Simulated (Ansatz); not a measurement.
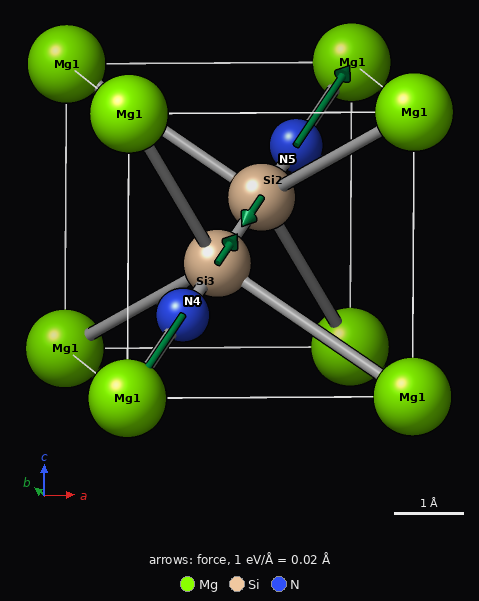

Starting geometry of a crystal of MgSi$_{2}$N$_{2}$ (a generated structure, set up in R-3m) (coarse preliminary run) with the computed forces as green arrows. A ball-and-stick model of the cell of the calculation, seen slightly off an axis.

The calculation used Ansatz, DFT PBE, scalar-relativistic, plane waves, PAW. (plane-wave cutoff 420 eV; k-point mesh 6 × 6 × 6; occupations gaussian; smearing width 0.1 eV; no spin polarisation; cell and atoms relaxed; force threshold 0.04 eV/Å; at most 70 steps)

### What follows when this structure is relaxed?

It isn't relaxed: the largest force vector, on N atoms, is 86.02 eV/Å. The final displacements follow the starting forces only in part (cosine between the two patterns 0.41). Over 17 accepted moves (19 points after the start) the energy falls by 9058 meV per atom. The largest force component goes from 86 to 0.021 eV/Å. The pressure goes from 205.40 to 0.33 GPa. The SCF was repeated twice at an unchanged geometry on a basis and grid sized afresh for the cell, which shifted the energy by 128 meV per atom at most. The largest moves relative to the cell, 0.60 Å, are those of Si2, Si3, N4 and N5. N4 goes along [−1 −1 −1]. By element the largest moves are N 0.60 Å, Si 0.60 Å. Mg stays in place. The drawn cell changes as follows: a = b = c 4.240 → 4.841 Å (+14.2 %), α 91.5° → 75.0°, β 91.5° → 75.0°, γ 91.5° → 75.0°; the volume changes by +36.1 %. Among the contacts that change: Si2–N4 2.507 → 4.822 Å, Si2–Si3 1.406 → 3.229 Å, Mg1–Si2 2.869 → 3.550 Å, Si2–N5 1.101 → 1.594 Å. Bonds break: Si2–Si3 (1.41 → 3.23 Å). The space group stays R-3m (No. 166). The run took 2.1 min on 1 thread of AMD EPYC (Zen 3), with other jobs on the host, peak memory 0.41 GiB.
